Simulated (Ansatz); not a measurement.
## CoO: an electron-density study

Space group R-3m; the calculation finds a residual pressure of about 10 GPa at this fixed cell; spin-polarised. Net moment 3.0 μB in the 2-atom cell of the calculation; other magnetic orders weren't tried. Effective Hubbard U: 3.3 eV on Co d. The cell comes from a database of computed structures, not from a measurement.

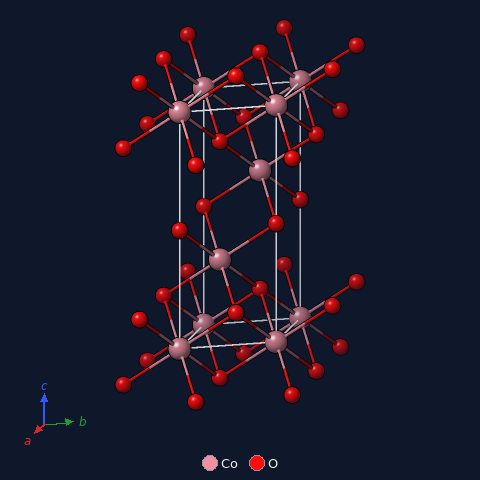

The conventional cell.

```cif
data_structure
_symmetry_space_group_name_H-M 'P 1'
_symmetry_Int_Tables_number 1
_cell_length_a 3.0109
_cell_length_b 3.0109
_cell_length_c 7.3198
_cell_angle_alpha 90.000
_cell_angle_beta 90.000
_cell_angle_gamma 120.000
_cell_volume 57.47
loop_
_atom_site_label
_atom_site_type_symbol
_atom_site_fract_x
_atom_site_fract_y
_atom_site_fract_z
_atom_site_occupancy
Co1 Co 0.00000 0.00000 0.00000 1
Co2 Co 0.66667 0.33333 0.33333 1
Co3 Co 0.33333 0.66667 0.66667 1
O1 O 0.33333 0.66667 0.16667 1
O2 O 0.00000 0.00000 0.50000 1
O3 O 0.66667 0.33333 0.83333 1
```

The calculation used DFT PBE+U, scalar-relativistic, plane waves, PAW in Ansatz 0.2.0.

Core electrons are frozen (PAW), so the maps are meaningful between the atoms, not at the nuclei.

## 1. Bonding charge

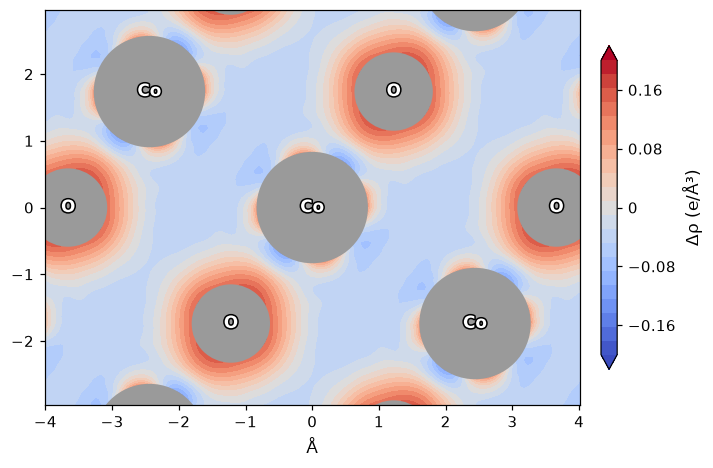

Bonding charge density, ρ(crystal) − Σ ρ(neutral atoms): a map on the (110) plane of the conventional cell, with grey discs over the atomic cores. Cores are masked to 0.8 Å (Co) and 0.6 Å (O).

Describe the bonding charge.

Answer. Co–O (2.12 Å): Δρ is −0.017 e/Å³ at the midpoint, so little or no bond charge builds up halfway.
Co–Co (3.00 Å): Δρ is −0.04 e/Å³ at the midpoint.
Over the whole cell, outside the masked cores, the largest gain lies at the edge of the masked core of O, and the largest loss lies at the edge of the masked core of Co.
The rearranged charge, half the integral of |Δρ|, is about 0.30 e an atom.
Bader charges: Co +1.30 and O −1.30 e.

## 2. Moving an atom

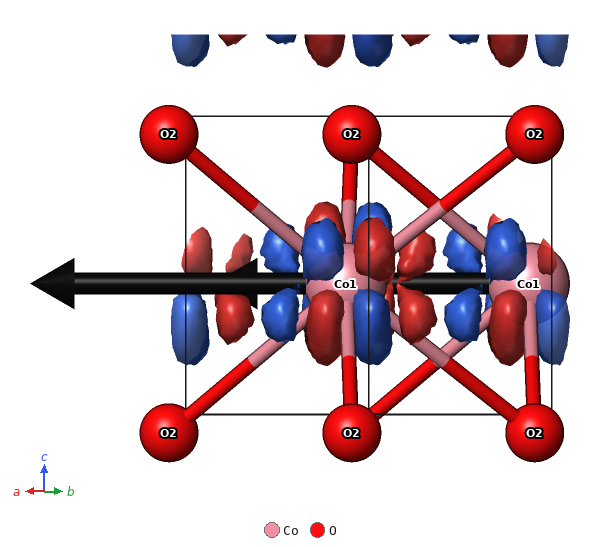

Co1 was moved by 0.05 Å along [1 −1 0] in the axes of the cell drawn (arrow, not to scale). Change of the density less the rigid motion of the neutral atom's own density: blue surfaces at +0.05 and red ones at −0.05 e/Å³, in the cell of the calculation (origin moved) seen along [110].

Describe the electronic response.

Answer. About 0.07 e is rearranged in the cell. Outside the cores the largest gain lies at the edge of the masked core of Co, and the largest loss lies there too, on other sides.

How much does the computed force on the atom change?

Answer. The force on it changes by 0.28 eV/Å along the move, against it: a stiffness of about 5.6 eV/Å² for this sublattice shift.

## 3. Change of volume

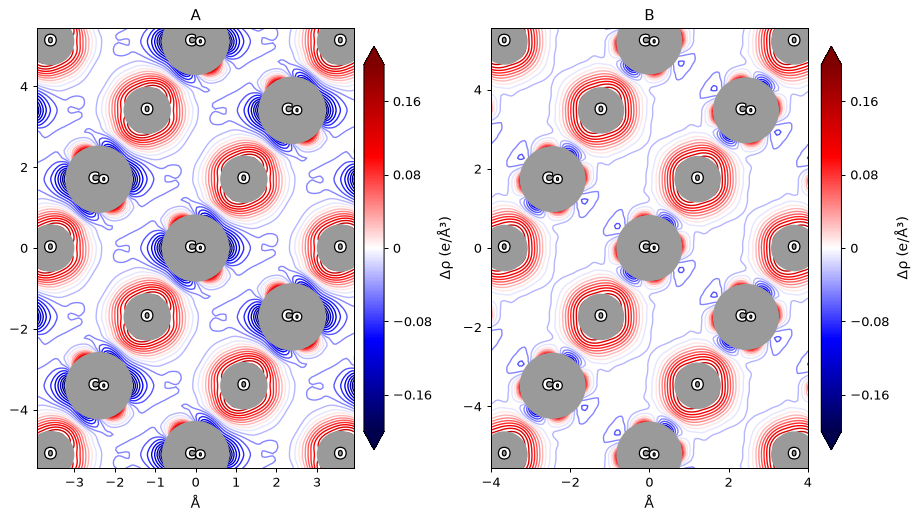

CoO: deformation density on the (110) plane of the conventional cell at two volumes, with the same fractional coordinates and one colour scale. Grey discs cover the cores. Panel A has 94 % of the volume of panel B.

What changes between the database cell and the scaled one?

Answer. The pressure is 10 GPa in B and 26 GPa in A. Bader charges in B: Co +1.30 and O −1.30 e; in A: Co +1.31 and O −1.31 e. The rearranged charge is 0.30 e an atom in B and 0.30 e in A. The net moment is 3.00 μB a cell in B and 3.00 μB in A.

## 4. Holes and electrons

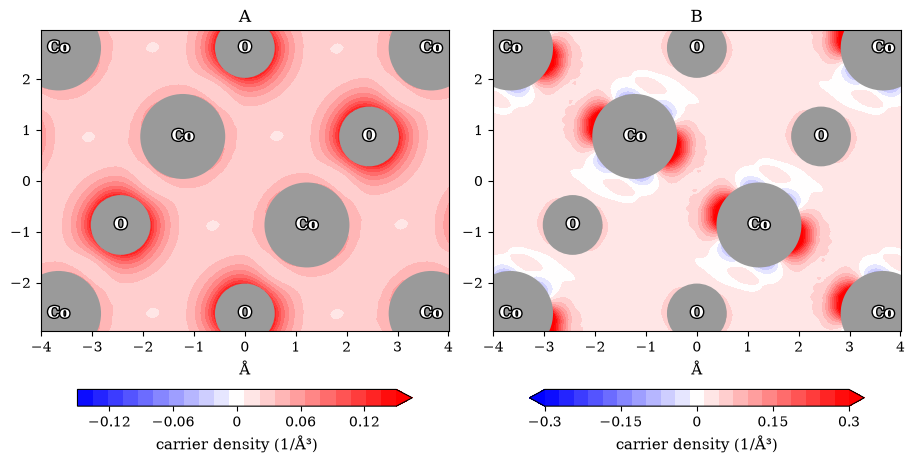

CoO, doped once with holes and once with electrons (0.2 e in the calculation's cell of 2 atoms, uniform background, atoms fixed). Each panel shows the carrier's density (positive where it sits) on the (110) plane of the conventional cell; grey discs cover the cores. Cores are masked to 0.8 Å (Co) and 0.6 Å (O). This is very heavy doping.

Which panel shows the hole and which the electron?

Answer. A is the hole: outside the cores it is densest at the edge of the masked core of O; it divides as O about 55 % and Co about 45 %. B is the electron: outside the cores it is densest at the edge of the masked core of Co; it divides as Co about 70 % and O about 30 %. Shares are sums over atomic cells sized by the Bader volumes, which fill 45 % (Co) and 55 % (O) of the cell, so only an excess over these marks a preference; they are shares of the net change, screening included, and the band-edge orbitals themselves can be more concentrated.

## 5. Putting it together

Charge passes from Co (Pauling electronegativity 1.88) to O (3.44), the direction that the scale predicts; the Bader charges fall short of whole formal charges, as they usually do. The two pressures give a mean stiffness −ΔP/Δln V of about 245 GPa over this range, with the atoms held at their fractional positions.

Run times: 3.9 min (base cell), 5.1 min (moved atom), 74 s (scaled cell), 3.4 min (hole) and 3 min (electron), on 2 threads of Intel(R) Xeon(R) Platinum 8259CL CPU @ 2.50GHz (Skylake/Cascade Lake), with other jobs on the host.
